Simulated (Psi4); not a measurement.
**CHF3 (trifluoromethane): r2SCAN/6-311+G(d,p) (ints tolerance 1e-08, sweep point 4)**

Aim: the vertical ionisation energy of CHF3 (trifluoromethane) at r2SCAN/6-311+G** (ints tolerance 1e-08, sweep point 4), from 2 runs. 

The results are computed with Psi4 1.11.

4 further runs of the same task are left out: 4 set aside as unsound or not needed.

### 1 The molecule

CHF3 has 5 atoms, charge 0, and is taken as a singlet. As SMILES, `FC(F)F`. The coordinates come from a GFN2-xTB relaxation.

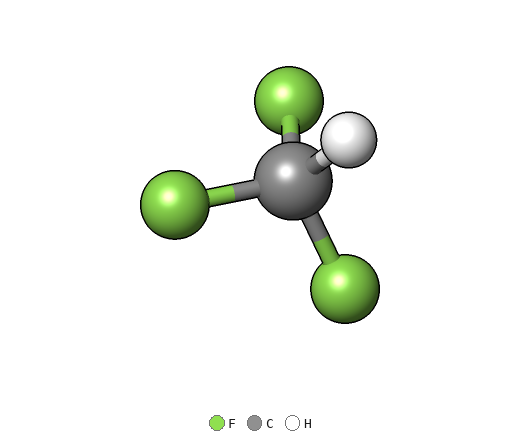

The structure, seen from a chosen angle (fluorine green, carbon grey, hydrogen white).

### 2 A single-point energy at r2SCAN/6-311+G(d,p) (ints tolerance 1e-08, sweep point 4)

The input, chf3.inp:

```
memory 1600 mb

molecule mol {
  0 1
  F     -1.26171344    -0.62812607     2.03156897
  C      0.03581031     0.10319794     0.01285014
  F      1.96988831    -1.46440547    -0.29748069
  F     -1.45748907    -0.07326468    -1.99628778
  H      0.71350389     2.06261717     0.24934936
  units bohr
  symmetry c1
}

set basis 6-311+G**
set reference rks
set puream true
set scf_type direct
set dft_radial_points 99
set dft_spherical_points 590
set ints_tolerance 1e-08
set maxiter 60

result, w = energy('r2scan', return_wfn=True)
```

Run with:

```console
$ psi4 -i chf3.inp -o chf3.out -n 1
```

chf3.out:

```text
[...]
  Running in c1 symmetry.
[...]
  Nuclear repulsion =  134.276545968703232
[...]
  Multiplicity = 1
[...]
  Nalpha       = 17
  Nbeta        = 17
[...]
    Number of basis functions: 94
[...]
   @DF-RKS iter   1:  -338.14112600426097   -1.58586e-01   5.07329e-03 DIIS/ADIIS
[...]
   @RKS iter  10:  -338.20512419286052   -3.15970e-09   1.23851e-07 DIIS
[...]
    Orbital Energies [Eh]
    ---------------------
    Doubly Occupied:
       1A    -24.532091     2A    -24.532047     3A    -24.531920
       4A    -10.292485     5A     -1.298241     6A     -1.207531
       7A     -1.207357     8A     -0.693680     9A     -0.580937
      10A     -0.570659    11A     -0.570597    12A     -0.442574
      13A     -0.442561    14A     -0.405772    15A     -0.405695
      16A     -0.382513    17A     -0.368328
[...]
  @RKS Final Energy:  -338.20512419286052
   => Energetics <=
    Nuclear Repulsion Energy =            134.2765459687032319
    One-Electron Energy =                -736.0745937596070689
    Two-Electron Energy =                 300.6809057518754003
    DFT Exchange-Correlation Energy =     -37.0879821538320726
    Empirical Dispersion Energy =           0.0000000000000000
    VV10 Nonlocal Energy =                  0.0000000000000000
    Total Energy =                       -338.2051241928605236
[...]
 Multipole Moments:
 ------------------------------------------------------------------------------------
     Multipole            Electronic (a.u.)      Nuclear  (a.u.)        Total (a.u.)
 ------------------------------------------------------------------------------------
 L = 1.  Multiply by 2.5417464519 to convert [e a0] to [Debye]
 Dipole X            :         -0.3305549            0.5407870            0.2102322
 Dipole Y            :         -0.9565803            1.5631890            0.6066087
 Dipole Z            :         -0.1148111            0.1891236            0.0743125
 Magnitude           :                                                    0.6462925
[...]
```

Run time: 14 s. Hardware: 1 thread of AMD EPYC 9R45 (Zen 5), shared host; peak memory 1.1 GiB.

### 3 The doublet cation, same level

The input, calc.in:

```
memory 1600 MB

molecule {
  1 2
  F     -1.26171344    -0.62812607     2.03156897
  C      0.03581031     0.10319794     0.01285014
  F      1.96988831    -1.46440547    -0.29748069
  F     -1.45748907    -0.07326468    -1.99628778
  H      0.71350389     2.06261717     0.24934936
  units au
  symmetry c1
}

set basis 6-311+G**
set reference uks
set puream true
set scf_type direct
set dft_radial_points 99
set dft_spherical_points 590
set ints_tolerance 1e-08
set maxiter 150

e, wfn = energy('r2scan', return_wfn=True)
```

Run with:

```console
$ psi4 -i calc.in -o calc.out -n 1
```

calc.out:

```text
[...]
  Running in c1 symmetry.
[...]
  Nuclear repulsion =  134.276545968703232
[...]
  Multiplicity = 2
[...]
  Nalpha       = 17
  Nbeta        = 16
[...]
    Number of basis functions: 94
[...]
   @DF-UKS iter   1:  -337.67191504301371    3.10625e-01   2.66627e-03 ADIIS/DIIS
[...]
   @UKS iter  12:  -337.68783063938855   -2.64794e-09   1.28238e-07 DIIS
[...]
   @S^2 Observed:                7.545679260E-01
[...]
    Orbital Energies [Eh]
    ---------------------
    Alpha Occupied:
       1A    -24.882811     2A    -24.882799     3A    -24.882792
       4A    -10.636183     5A     -1.633163     6A     -1.543176
       7A     -1.543091     8A     -1.034998     9A     -0.920486
      10A     -0.895017    11A     -0.895004    12A     -0.771213
      13A     -0.771201    14A     -0.732341    15A     -0.732327
      16A     -0.726429    17A     -0.702977
    Alpha Virtual:
      18A     -0.217582    19A     -0.217403    20A     -0.206564
      21A     -0.166132    22A     -0.097983    23A     -0.082227
      24A     -0.082175    25A     -0.062722    26A      0.047695
[...]
  @UKS Final Energy:  -337.68783063938855
   => Energetics <=
    Nuclear Repulsion Energy =            134.2765459687032319
    One-Electron Energy =                -724.8664704527302547
    Two-Electron Energy =                 289.5334120758307108
    DFT Exchange-Correlation Energy =     -36.6313182311922034
    Empirical Dispersion Energy =           0.0000000000000000
    VV10 Nonlocal Energy =                  0.0000000000000000
    Total Energy =                       -337.6878306393885509
[...]
 Multipole Moments:
 ------------------------------------------------------------------------------------
     Multipole            Electronic (a.u.)      Nuclear  (a.u.)        Total (a.u.)
 ------------------------------------------------------------------------------------
 L = 1.  Multiply by 2.5417464519 to convert [e a0] to [Debye]
 Dipole X            :         -0.1735768            0.5407870            0.3672102
 Dipole Y            :         -0.5020372            1.5631890            1.0611518
 Dipole Z            :         -0.0604756            0.1891236            0.1286480
 Magnitude           :                                                    1.1302375
[...]
```

Wall time 26 s (1 thread of AMD EPYC 9R45 (Zen 5), shared host); peak memory 1.1 GiB.

### 4 Outcome

Level: r2SCAN/6-311+G** (ints tolerance 1e-08, sweep point 4).

```
                                          quantity          value
                        singlet CHF3: total energy  -338.20512 Eh
                       singlet CHF3: dipole moment         1.64 D
                         singlet CHF3: HOMO energy      -10.02 eV
                         singlet CHF3: LUMO energy        0.76 eV
                       singlet CHF3: HOMO–LUMO gap       10.78 eV
                      doublet cation: total energy  -337.68783 Eh
doublet cation: HOMO energy (highest over α and β)      -18.88 eV
 doublet cation: LUMO energy (lowest over α and β)      -18.12 eV
                              doublet cation: ⟨S²⟩          0.755
vertical ionisation energy (to the doublet cation)      14.076 eV
```

Removing an electron at fixed nuclei costs 14.08 eV (1358 kJ/mol). −ε(HOMO) before ionisation, 10.02 eV, is 4.05 eV below this ionisation energy.
